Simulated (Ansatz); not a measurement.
# Single-point calculation, with input and output: ZnO

ZnO (slab, 8 atoms in the cell), computed with DFT PBEsol, scalar-relativistic, plane waves, PAW, no spin polarisation (Ansatz 0.2.0).

The structure derives from an entry of the Crystallography Open Database. It belongs to a series of runs on one base structure; here: the substrate alone at its places in the stack. Figures and captions count atoms from 1; the log counts them from 0 in places.

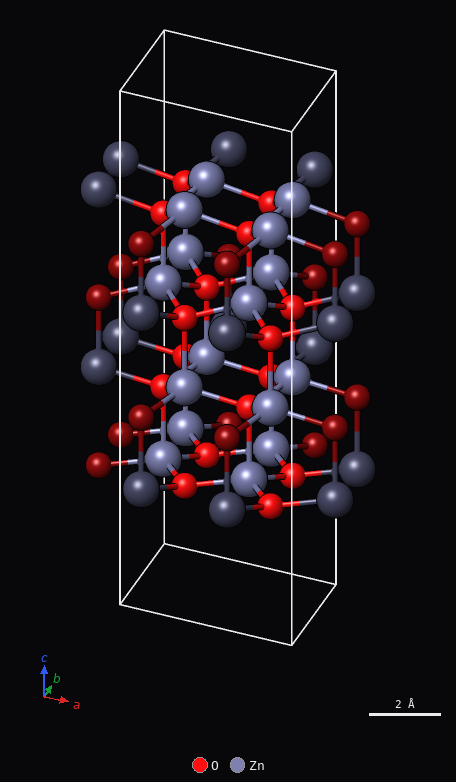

Fig. 1: The structure (ball-and-stick view of the 2 × 2 repeat of the cell, with the vacuum cut short, seen slightly off an axis; neighbours outside the cell are drawn fainter). An atom can appear more than once, as a periodic image. Near neighbours in the periodic cell (some may lie outside the picture): O has 3 Zn at 1.89 Å; Zn has 4 O at 1.89 to 2.11 Å; O has 4 Zn at 1.93 to 2.11 Å; Zn has 3 O at 1.96 Å.

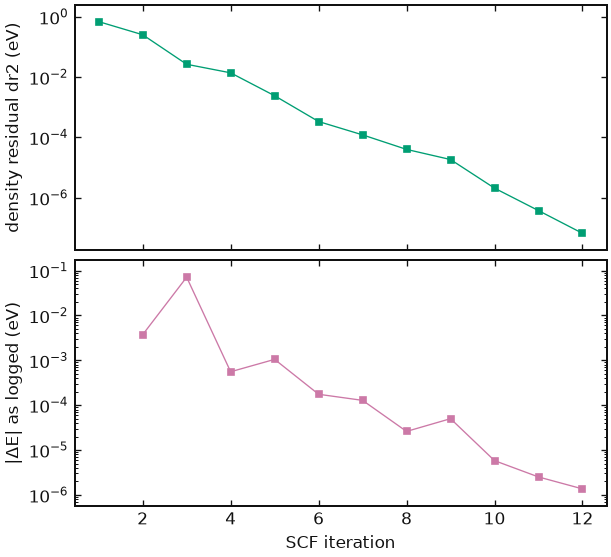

Fig. 2: Convergence of the self-consistent field: density residual dr2 and size of the energy change against the SCF iteration. The residual falls at every step.

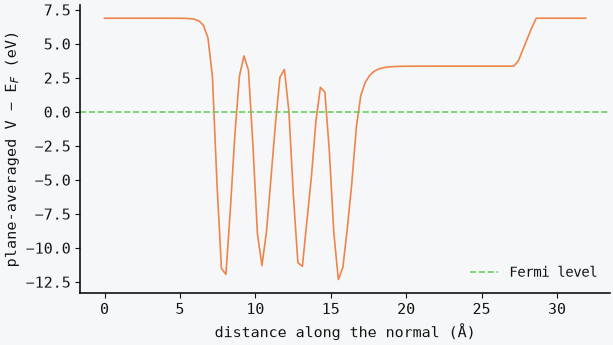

Fig. 3: Plane average of the electrostatic potential energy of an electron across the cell, from the Fermi level. The vacuum level lies 3.35 eV above the Fermi level on the upper side and 6.87 eV on the lower.

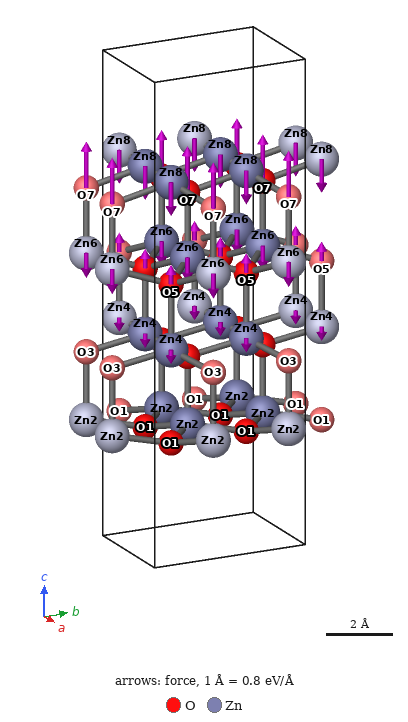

Fig. 4: Forces on the atoms as pink arrows (ball-and-stick view of the 2 × 2 repeat of the cell, with the vacuum cut short, seen slightly off an axis; neighbours outside the cell are drawn fainter; atoms are numbered from 1 in the order of the input); the smallest are left out. The largest act on O7 (1.15 eV/Å); Zn8 (0.84 eV/Å); Zn6 (0.62 eV/Å); O5 (0.48 eV/Å), among others. The geometry is not a stationary point of this energy.

These pictures come from the run below.

### Input file
```yaml
crystal:
  lattice:
    - [3.2300235054, 0.0, 0.0]
    - [-1.6150117527, 2.7972824105, 0.0]
    - [0.0, 0.0, 32.2070166434]
  atoms:
    - { symbol: O, position: [0.6666666667, 0.3333333333, 0.2416549844] }
    - { symbol: Zn, position: [0.3333333333, 0.6666666667, 0.2508043531] }
    - { symbol: O, position: [0.3333333333, 0.6666666667, 0.3164081826] }
    - { symbol: Zn, position: [0.6666666667, 0.3333333333, 0.3314772632] }
    - { symbol: O, position: [0.6666666667, 0.3333333333, 0.3951207496] }
    - { symbol: Zn, position: [0.3333333333, 0.6666666667, 0.4118370374] }
    - { symbol: O, position: [0.3333333333, 0.6666666667, 0.4748897957] }
    - { symbol: Zn, position: [0.6666666667, 0.3333333333, 0.4934461624] }
basis:
  ecutwfc: 420
kpoints:
  mp_grid: { grid: [9, 9, 1] }
hamiltonian:
  xc: pbesol
scf:
  occupations: { method: gaussian, width: 0.05 }
output:
  forces: true
  stress: true
  eigenvalues: true
efield:
  axis: 3
  dipole_correction: true
  ramp_width: 0.04
```

Command:
```bash
ansatz run input.yaml --threads 4 --pin off --max-ram 10240MiB --backend cpu --events-out ev --progress --plain --runs-dir out
```

### What the program printed
```
Engine: ansatz 0.2.0, x86_64-unknown-linux-gnu
Pseudopotentials: kind: paw
Pseudopotential: O, paw, valence charge 6, recommended cutoff 420 eV (normal), O.paw.azcp
Pseudopotential: Zn, paw, valence charge 12, recommended cutoff 420 eV (normal), Zn.paw.azcp
Functional definition: PBEsol
  exchange = pbesol_x
  correlation = pbesol_c
Crystal: 8 atoms, lattice volume = 291.000 Å³
Basis set: ecut = 420 eV, 5795 PW (Γ), exchange–correlation on 48×48×432 points (8 copies of the dense FFT grid, shifted against one another)
Bands: 44, of which v1, the nominal top of the filled ones, is band 36 counted from 1 (35 counted from 0)
Symmetry: 6 space group operations
Space group: P3m1 (ITA 156), of the structure as read, at distance tolerance 6.6e-5 Å
k-points: 12 of 81 (time reversal used)
Non-local potential: O, projectors of the file, l = 0: 2, l = 1: 2, l = 2: 1
Non-local potential: Zn, projectors of the file, l = 0: 2, l = 1: 2, l = 2: 3, l = 3: 1
PAW form: soft (Blöchl's): semilocal exchange-correlation on the pseudo side does not see the compensation charge
PAW frozen core: O, regenerated for the run's functional, and the local potential with it (the file was generated under x = pbe(κ = 0.804, μ = 0.2195149727645171), c = pbe(β = 0.06672455060314922))
PAW frozen core: Zn, regenerated for the run's functional, and the local potential with it (the file was generated under x = pbe(κ = 0.804, μ = 0.2195149727645171), c = pbe(β = 0.06672455060314922))
PAW one-centre angular grid: O, 110 points (default); XC on 64 Gauss nodes
PAW one-centre angular grid: Zn, 590 points (default); XC on 64 Gauss nodes
Initial density: superposition of atomic densities (neutral atoms: chi_scale 0, normalization atom), corrected by the library's trained network
Initial wavefunctions: pseudopotential atomic-orbital guess
Functional: x = pbesol(κ = 0.804, μ = 0.12345679012345678), c = pbesol(β = 0.046)
SCF iter   1: F=—  HF=-15366.688236 eV  |F-HF|=—  |Δ(HF+E_count)|=         —  Δρ=8.18e-3  dr2=6.88e-1  ethr=1.77e-3  p=0.128 e·Å  D=7.96e-2 V/Å  ΔV_dip=-2.56 eV  dr2_dipole=2.29e-1  V_vac-E_F(+/−)=3.83/6.39 eV  ⟨swp⟩=10.2  Hψ=2881  notcnv=0  defer=12
efield: sawtooth ramp at fractional position 0.8476 (placed from the atoms, in the widest stretch of the axis that holds none; the zero of the levels goes with the place), width 0.0400; the density the first Hamiltonian is built on has a dipole p = 0.128 e·Å; the dipole correction subtracts the counter field D = 7.96e-2 V/Å, which shifts the + side's vacuum level by -2.56 eV against the − side's; the planar-averaged density in the ramp window peaks in size at 1.1e-6 e/Å³
preconditioner: auto → LDOS  [insulator: Δε(μ)=0.074 eV  Ē_g=11.502 eV  σ=0.050 eV  W_gap=0.68  n_scr=22 (ndim 8)  ℏωp=18.5 eV  f_vac=0.648  D(μ)=1.93/eV (n_scr^D=10)  ε∞_Penn≈3.6  β→1.0]
SCF iter   2: F=—  HF=-15366.684503 eV  |F-HF|=—  |Δ(HF+E_count)|=   3.73e-3  Δρ=1.11e-2  dr2=2.53e-1  ethr=9.55e-4  p=0.178 e·Å  D=1.11e-1 V/Å  ΔV_dip=-3.57 eV  dr2_dipole=3.99e-3  V_vac-E_F(+/−)=3.62/7.19 eV  ⟨swp⟩=2.8  Hψ=1107  notcnv=0  defer=30
SCF iter   3: F=—  HF=-15366.613175 eV  |F-HF|=—  |Δ(HF+E_count)|=   7.13e-2  Δρ=1.81e-3  dr2=2.65e-2  ethr=3.51e-4  p=0.165 e·Å  D=1.02e-1 V/Å  ΔV_dip=-3.30 eV  dr2_dipole=2.55e-3  V_vac-E_F(+/−)=3.61/6.91 eV  ⟨swp⟩=2.2  Hψ=950  notcnv=0  defer=30
SCF iter   4: F=—  HF=-15366.612619 eV  |F-HF|=—  |Δ(HF+E_count)|=   5.56e-4  Δρ=1.12e-3  dr2=1.38e-2  ethr=3.68e-5  p=0.166 e·Å  D=1.03e-1 V/Å  ΔV_dip=-3.33 eV  dr2_dipole=3.35e-3  V_vac-E_F(+/−)=3.55/6.88 eV  ⟨swp⟩=2.2  Hψ=897  notcnv=0  defer=30
SCF iter   5: F=—  HF=-15366.611564 eV  |F-HF|=—  |Δ(HF+E_count)|=   1.05e-3  Δρ=5.79e-4  dr2=2.40e-3  ethr=1.92e-5  p=0.170 e·Å  D=1.06e-1 V/Å  ΔV_dip=-3.40 eV  dr2_dipole=5.76e-4  V_vac-E_F(+/−)=3.48/6.88 eV  ⟨swp⟩=2.0  Hψ=875  notcnv=0  defer=34
SCF iter   6: F=—  HF=-15366.611389 eV  |F-HF|=—  |Δ(HF+E_count)|=   1.75e-4  Δρ=3.27e-4  dr2=3.35e-4  ethr=3.34e-6  p=0.172 e·Å  D=1.07e-1 V/Å  ΔV_dip=-3.45 eV  dr2_dipole=1.16e-5  V_vac-E_F(+/−)=3.42/6.87 eV  ⟨swp⟩=2.1  Hψ=979  notcnv=0  defer=35
SCF iter   7: F=—  HF=-15366.611517 eV  |F-HF|=—  |Δ(HF+E_count)|=   1.28e-4  Δρ=1.86e-4  dr2=1.21e-4  ethr=4.66e-7  p=0.174 e·Å  D=1.08e-1 V/Å  ΔV_dip=-3.48 eV  dr2_dipole=3.29e-6  V_vac-E_F(+/−)=3.39/6.87 eV  ⟨swp⟩=2.0  Hψ=919  notcnv=0  defer=35
SCF iter   8: F=—  HF=-15366.611543 eV  |F-HF|=—  |Δ(HF+E_count)|=   2.60e-5  Δρ=9.97e-5  dr2=3.99e-5  ethr=1.67e-7  p=0.174 e·Å  D=1.08e-1 V/Å  ΔV_dip=-3.49 eV  dr2_dipole=4.18e-6  V_vac-E_F(+/−)=3.38/6.87 eV  ⟨swp⟩=2.0  Hψ=884  notcnv=0  defer=35
SCF iter   9: F=—  HF=-15366.611593 eV  |F-HF|=—  |Δ(HF+E_count)|=   5.00e-5  Δρ=6.29e-5  dr2=1.84e-5  ethr=5.54e-8  p=0.175 e·Å  D=1.09e-1 V/Å  ΔV_dip=-3.51 eV  dr2_dipole=5.88e-7  V_vac-E_F(+/−)=3.36/6.87 eV  ⟨swp⟩=2.0  Hψ=905  notcnv=0  defer=35
SCF iter  10: F=—  HF=-15366.611598 eV  |F-HF|=—  |Δ(HF+E_count)|=   5.80e-6  Δρ=2.58e-5  dr2=2.07e-6  ethr=2.55e-8  p=0.176 e·Å  D=1.09e-1 V/Å  ΔV_dip=-3.52 eV  dr2_dipole=1.97e-7  V_vac-E_F(+/−)=3.35/6.87 eV  ⟨swp⟩=2.0  Hψ=884  notcnv=0  defer=35
SCF iter  11: F=—  HF=-15366.611601 eV  |F-HF|=—  |Δ(HF+E_count)|=   2.51e-6  Δρ=1.14e-5  dr2=3.73e-7  ethr=2.87e-9  p=0.176 e·Å  D=1.09e-1 V/Å  ΔV_dip=-3.52 eV  dr2_dipole=5.11e-8  V_vac-E_F(+/−)=3.35/6.87 eV  ⟨swp⟩=2.2  Hψ=878  notcnv=0  defer=35
SCF iter  12: F=-15366.611603 eV  HF=-15366.611602 eV  |F-HF|=2.57e-7  |Δ(HF+E_count)|=   1.36e-6  Δρ=4.84e-6  dr2=6.58e-8  ethr=1.39e-10  p=0.176 e·Å  D=1.09e-1 V/Å  ΔV_dip=-3.52 eV  dr2_dipole=3.68e-9  V_vac-E_F(+/−)=3.35/6.87 eV  ⟨swp⟩=15.8  Hψ=3091  notcnv=0
SCF 1 converged in 12 iterations: F = -15366.611603 eV  dr2 = 6.58e-8
  greatest PAW one-centre occupation: 0.988 electrons in one spin orbital (limit 2), on the Zn atom at site 1 (counted from 0), in its partial waves of l = 2
SCF converged after 12 iterations
Free energy (F): -15366.611603 eV
Harris-Foulkes:  -15366.611602 eV  (|F-HF|=2.57e-7)
Internal energy: -15366.608218 eV  (E = F + TS)
E sigma→0 (E₀):  -15366.609910 eV
Entropy (-TS):   -0.003385 eV (-0.423 meV/atom)
Fermi energy:    -0.918491 eV
Dipole field:    D = 0.109406 V/Å  (p = 0.175943 e·Å, saw-weighted, corrected)
Work function:   Φ+ = 3.3472 eV   Φ− = 6.8708 eV
Levels:          The Fermi level and band energies are counted from a zero that moves with the ramp; work functions are not
--- Per-component energies (eV) ---
  E_band       = -504.192923
  E_kinetic    = 1219.738372
  E_local      = -139781.845611  (includes V_loc(G=0)·N_el)
  E_nonlocal   = 2670.951922
  E_hartree    = 68855.009616
  E_xc         = -829.558206
  E_vxc        = -578.279300  (∫ρ·V_xc dr)
  E_paw        = -7783.728373  (= ΣΔE_a)
  E_vpaw       = -1744.968648  (= ΣTr[D̂ρ^β])
  E_aug_tail   = 0.008290  (compensation charges beyond the density's cutoff)
  E_efield     = 0.009625  (sawtooth field / dipole correction)
  E_vefield    = 0.175773  (∫n·V_field dr)
  E_ewald      = 60279.475577
  E_core_change = 3.330571  (= ΣΔE_core)
  E_smearing   = -0.003385  (= −TS)
  E_closure    = 0.000000  (closes the sum)
  Σ components = -15366.611603   (vs F -15366.611603, Δ=0.00e0)
--- Forces (eV/Å), atoms counted from 1 ---
  atom   1  O     -0.00000000     0.00000000     0.02837849
  atom   2  Zn    -0.00000000     0.00000000    -0.05112092
  atom   3  O      0.00000000    -0.00000000     0.20356515
  atom   4  Zn     0.00000000    -0.00000000    -0.35198768
  atom   5  O     -0.00000000     0.00000000     0.48033697
  atom   6  Zn    -0.00000000     0.00000000    -0.62152548
  atom   7  O      0.00000000    -0.00000000     1.15162751
  atom   8  Zn     0.00000000    -0.00000000    -0.83926503
  max |Σ_I F_I| component: 9.01e-6 eV/Å
--- Stress (GPa, compression-positive) ---
        0.178748      -0.000000       0.000000
       -0.000000       0.178748       0.000000
        0.000000       0.000000       0.147794
  P = ⅓ Tr σ = 0.1684 GPa (1.684 kbar)
--- Band table (eV; the first three rows and the last of 12) ---
  k-point 0: bands = ["-20.6745", "-19.4117", "-18.5269", "-17.8696", "-8.9160", "-8.9160", "-8.7835", "-7.8443", "-7.8443", "-7.6069", "-7.6069", "-7.4367", "-6.7842", "-6.7842", "-6.7350", "-6.6958", "-6.6958", "-6.3722", "-6.3651", "-6.3651", "-5.3245", "-5.3245", "-5.2634", "-5.1934", "-5.1934", "-4.4657", "-3.4110", "-3.4110", "-3.1730", "-2.1553", "-1.9892", "-1.9892", "-1.2375", "-0.9859", "-0.9859", "-0.4629", "-0.4629", "0.6838", "1.6950", "2.4050", "2.7734", "3.4241", "3.9620", "4.5925"]
  k-point 1: bands = ["-20.6185", "-19.3558", "-18.4665", "-17.8215", "-8.9582", "-8.8660", "-8.7299", "-7.8697", "-7.8419", "-7.6491", "-7.5509", "-7.4044", "-6.8138", "-6.7547", "-6.7077", "-6.6820", "-6.6326", "-6.3684", "-6.3372", "-6.3231", "-5.4160", "-5.3308", "-5.3090", "-5.1948", "-5.0866", "-4.4354", "-3.8685", "-3.5513", "-3.0047", "-2.5362", "-2.1402", "-1.9036", "-1.3104", "-1.2263", "-1.1554", "-0.8935", "-0.6428", "1.1284", "2.0941", "2.7385", "3.1195", "3.7121", "4.3359", "4.8488"]
  k-point 2: bands = ["-20.4738", "-19.2113", "-18.3092", "-17.6986", "-9.0310", "-8.7378", "-8.5908", "-7.9135", "-7.8267", "-7.7271", "-7.4008", "-7.3252", "-6.8768", "-6.7597", "-6.6859", "-6.5000", "-6.4636", "-6.3662", "-6.2544", "-6.1809", "-5.5659", "-5.3383", "-5.3186", "-5.1984", "-5.1017", "-4.8413", "-4.0156", "-3.9119", "-3.4783", "-2.9047", "-2.5272", "-2.4396", "-1.8941", "-1.5926", "-1.1771", "-1.0947", "-0.8621", "2.0020", "2.9550", "3.5545", "3.9402", "4.5177", "5.0766", "5.5954"]
  k-point 11: bands = ["-20.1132", "-18.8513", "-17.9091", "-17.4020", "-8.7021", "-8.3511", "-8.1944", "-7.8446", "-7.6986", "-7.5373", "-7.2802", "-6.9294", "-6.6424", "-6.5481", "-6.4336", "-6.3166", "-6.1980", "-6.1761", "-6.0763", "-5.9308", "-5.7788", "-5.7284", "-5.6618", "-5.4053", "-5.3735", "-4.9333", "-4.9246", "-4.8381", "-4.7042", "-4.3464", "-4.1265", "-4.0181", "-3.3714", "-2.8715", "-1.9300", "-1.1708", "1.8422", "4.1230", "5.0796", "5.9507", "5.9722", "6.7867", "7.2050", "7.5066"]
```

### Key numbers

```tsv
quantity	value
outcome	converged
electrons treated	72
free energy	−15366.6116 eV
work function, top face	3.35 eV
work function, bottom face	6.87 eV
Fermi energy	−0.918 eV
gap on the k-point mesh	none (metallic)
work function (upper face)	3.35 eV
largest force (length of the vector)	1.152 eV/Å
hardware	4 threads of AMD EPYC (Zen 5), 32 GiB of memory available, shared host
wall time	1.8 s (CPU time 6.6 s)
peak memory	0.7 GiB
```
